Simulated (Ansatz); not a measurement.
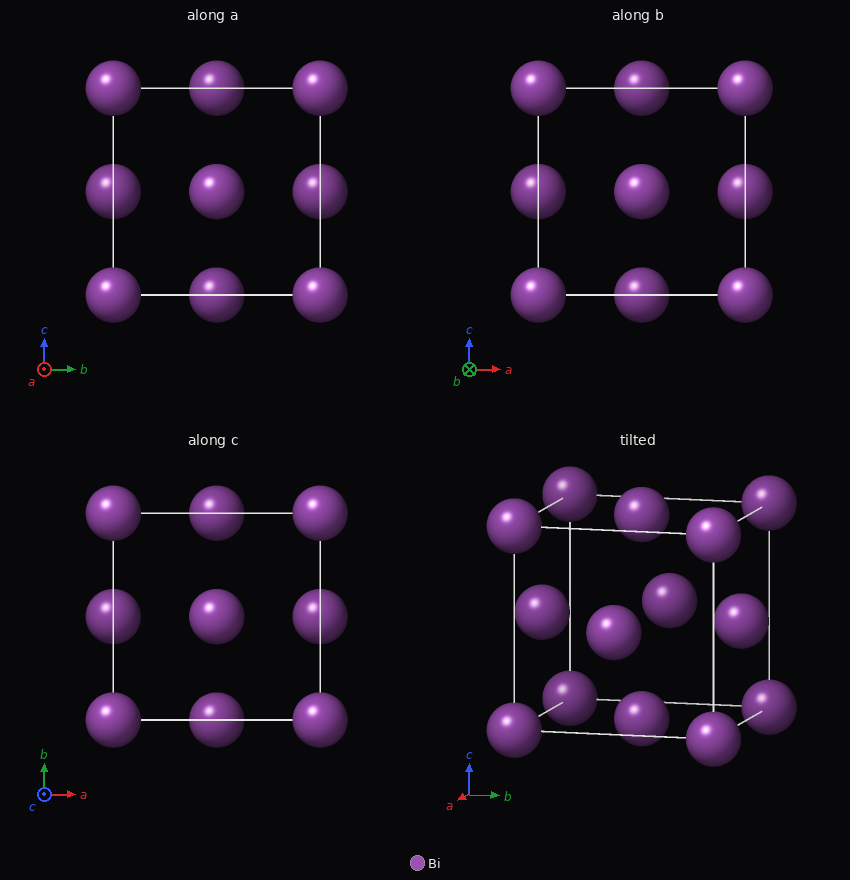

Spheres-only representation of a periodic structure, projected along the a axis, along the b axis, along the c axis and slightly off an axis. One conventional unit cell is framed, with atoms on its boundary repeated.

Lattice parameters: a = 5.0318 Å, b = 5.0318 Å, c = 5.0318 Å, α = 90.000°, β = 90.000°, γ = 90.000°.

Transcribe the picture into a CIF in P1 with every atom of the cell.

```cif
data_structure
_symmetry_space_group_name_H-M 'P 1'
_symmetry_Int_Tables_number 1
_cell_length_a 5.0318
_cell_length_b 5.0318
_cell_length_c 5.0318
_cell_angle_alpha 90.000
_cell_angle_beta 90.000
_cell_angle_gamma 90.000
_cell_volume 127.40
loop_
_atom_site_label
_atom_site_type_symbol
_atom_site_fract_x
_atom_site_fract_y
_atom_site_fract_z
_atom_site_occupancy
Bi1 Bi 0.0000 0.0000 0.0000 1
Bi2 Bi 0.0000 0.5000 0.5000 1
Bi3 Bi 0.5000 0.0000 0.5000 1
Bi4 Bi 0.5000 0.5000 0.0000 1
```

The cell started as a structure type filled with this element by a generator (whether the element takes this form wasn't checked). Earlier steps of the study may have refined or changed the cell and positions. It was run through Ansatz as a DFT input.
